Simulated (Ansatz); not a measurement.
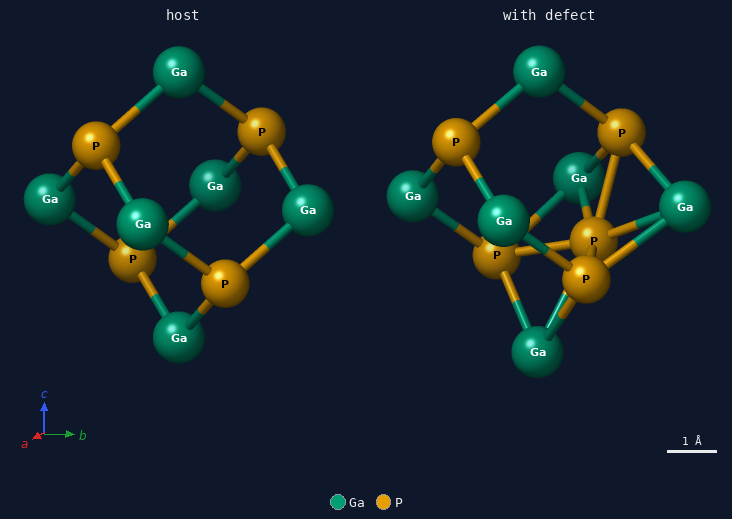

Left: perfect GaP. Right: the same region with one point defect, after relaxing the atoms in a supercell of 32 sites. A ball-and-stick model of the atoms within 3.8 Å of one point, seen slightly off an axis.

These are results of DFT PBE, scalar-relativistic, plane waves, PAW in Ansatz 0.2.0, not measurements. Set-up: plane-wave cutoff 420 eV; k-point mesh 2 × 2 × 2; occupations gaussian; smearing width 0.01 eV; mesh shifted by (0.5, 0.5, 0.5); collinear spin. The cell is small and the k-mesh coarse, so the numbers are rough. A uniform background neutralises the charged cell. The axes drawn are those of the host's conventional cell.

Which defect is it?

Answer. An extra phosphorus atom is put between the host's atoms (an interstitial).

The charge state of the cell is +2.

How does the lattice respond?

Answer. The P atom starts with 4 P at 2.38 Å, 6 Ga at 2.75 Å around its place and ends with 3 P at 2.29 Å, 3 Ga at 2.58 Å. Of the host's atoms, a gallium atom moves furthest from its site, by 0.33 Å. The P atom itself moves 0.36 Å from where it was put. The cell's net moment is 1.00 μB.
